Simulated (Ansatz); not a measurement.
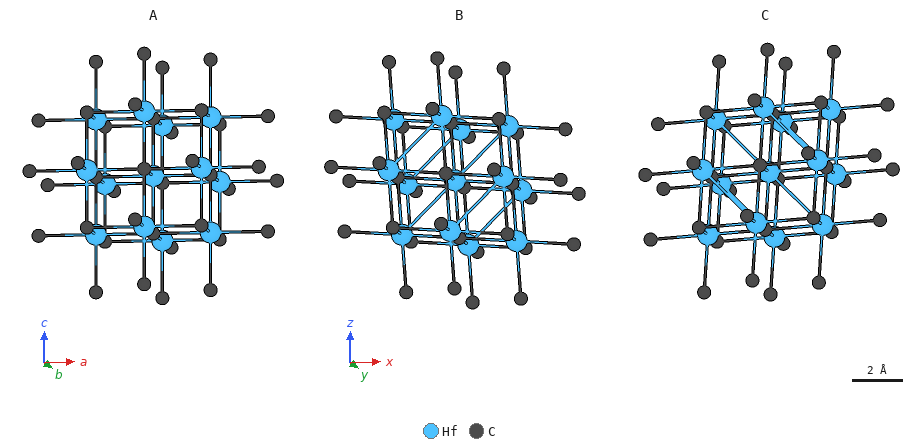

Energy scan for solid HfC (Fm-3m), in which the cell is strained in shear in the xz plane, with the atoms kept at their fractional coordinates. x, y and z are the Cartesian axes of the input. The picture is a ball-and-stick view of the conventional cell (4 times the calculation's cell), seen along the b axis, with a slight tilt. Lengths and directions refer to the drawn axes.

Computed with Ansatz, DFT PBE, scalar-relativistic, plane waves, PAW. Set-up: plane-wave cutoff 420 eV; k-point mesh 18 × 18 × 18; occupations gaussian; smearing width 0.15 eV; no spin polarisation. Energies (free energies at the smearing named) are counted from the cell as listed in its source, which wasn't relaxed.

### Order these geometries by energy, lowest first.

Lowest first: A (the strain 0.00, 0.0 meV/atom), C (the strain 0.1312, 114.9 meV/atom), B (the strain −0.15, 149.7 meV/atom). Over the whole scan: the lowest computed point lies at the strain 0.00 (0.0 meV/atom). The end points stand at 149.7 meV/atom (−0.15) and 149.7 meV/atom (0.15). The distortion takes the space group from Fm-3m to Immm. At the strain −0.15 the cell of the drawing goes a 4.650 → 4.663 Å, c 4.650 → 4.663 Å, β 90.0° → 98.6°.
